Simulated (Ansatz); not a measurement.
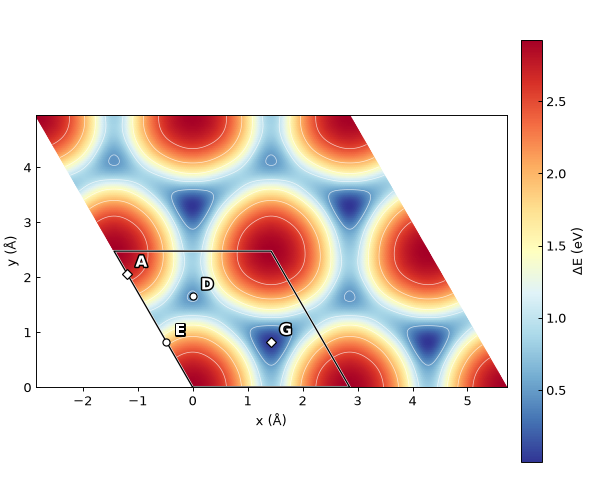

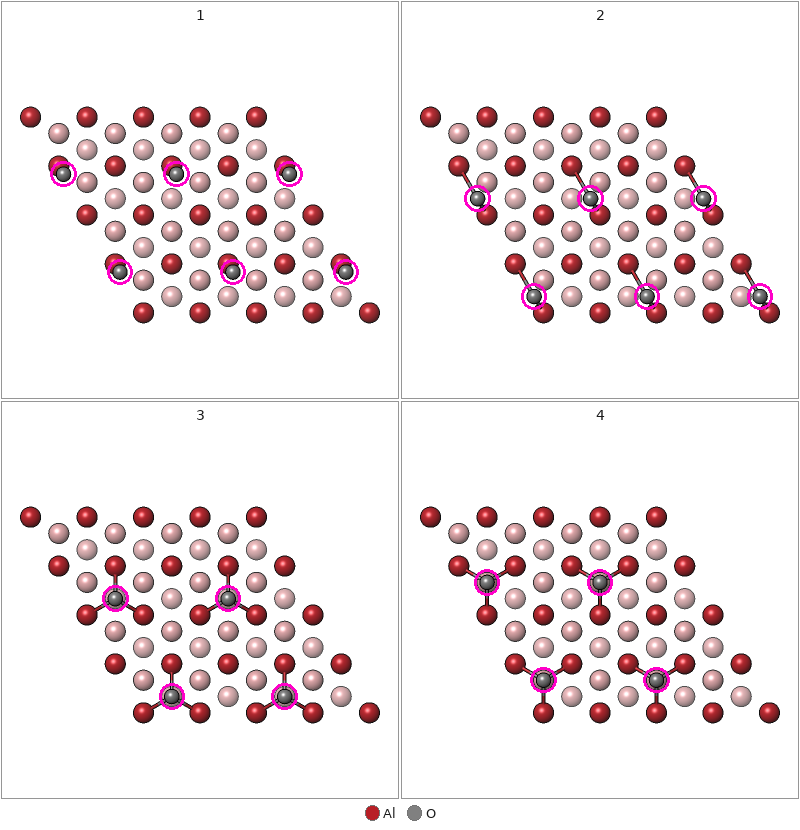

O on an Al(111) slab cut from the Fm-3m phase, its upper half relaxed before the scan (12 atoms of substrate and one adsorbate in a 2 × 2 cell). O is moved over the surface cell; relaxed at each place: the height of the adsorbate's atoms; substrate rigid; the origin of the map has the adsorbate above Al9. Places are given modulo a cell vector. The map is drawn in real space over the plane of the surface. The scan uses a 6 × 6 grid; 10 points were computed and 26 follow by symmetry. Places are given in fractions of the 1 × 1 surface cell. Energies: eV, counted from the lowest grid point. Level of theory: Ansatz 0.2.0, DFT PBE, scalar-relativistic, plane waves, PAW. Settings: cutoff 420 eV, k-mesh 6×6×1, gaussian smearing 0.1 eV, no spin polarisation.

In the figure: a smooth colour map with a few white contour lines, the outline of one cell of the 2 × 2 shown, lettered points. Between grid points the surface is interpolated. The numbered pictures are the structures at these points, in random order. Rings mark the moved atoms.

Question: Which structure belongs to which point?

Answer: A is structure 1: (0/6, 5/6) of the cell vectors [nearest 1 Al at 1.67 Å], 2.68 eV; D is structure 4: a threefold hollow over a second-layer Al atom, (2/6, 4/6) of the cell vectors, 0.46 eV; E is structure 2: (0/6, 2/6) of the cell vectors [nearest 1 Al at 1.67 Å], 1.86 eV; G is structure 3: a threefold hollow over a third-layer Al atom, (4/6, 2/6) of the cell vectors, 0.00 eV.

PAW datasets: the set soft_1.
